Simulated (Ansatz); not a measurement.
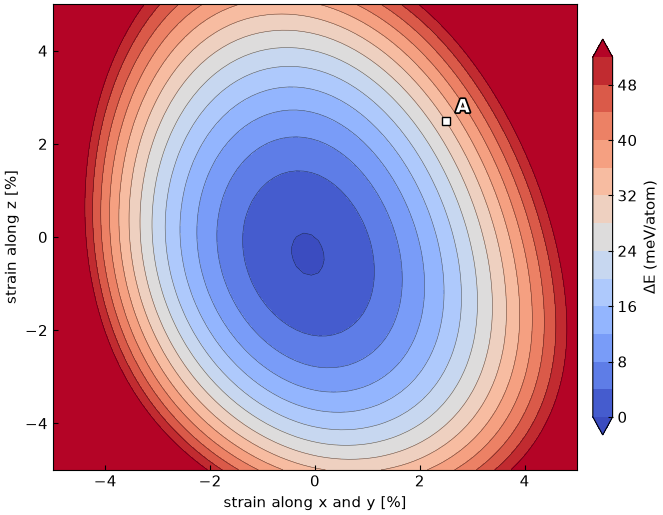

Si (P6/mmm, No. 191; 1 atom in the cell). 
- The cell is strained homogeneously, by one strain along x and y and another along z, with fractional coordinates fixed (x along [1 0 0], z along [0 0 1] of the conventional cell).
- The first coordinate is: strain along x and y; the second: strain along z.
- The grid has 5 × 5 points.
- All energies are given in meV/atom relative to the lowest grid point.
- The reference cell is the one listed in the database, not relaxed at this level.
- These are results of DFT LDA, scalar-relativistic, plane waves, PAW in Ansatz 0.2.0, not measurements. Settings: cutoff 420 eV, k-mesh 24×24×20 in the order of the run's cell vectors, gaussian smearing 0.15 eV, no spin polarisation.

Drawn: filled contours, one colour for all values above the top of the scale, the point A. Between grid points the surface is interpolated.

> Which way does the force act at A, and how strong is it?

A, at strain along x and y = 2.5 %, strain along z = 2.5 %, is not a stationary point. The computed force is 14 meV/atom for each 1 % towards smaller values of strain along x and y and 8.3 meV/atom for each 1 % towards smaller values of strain along z.
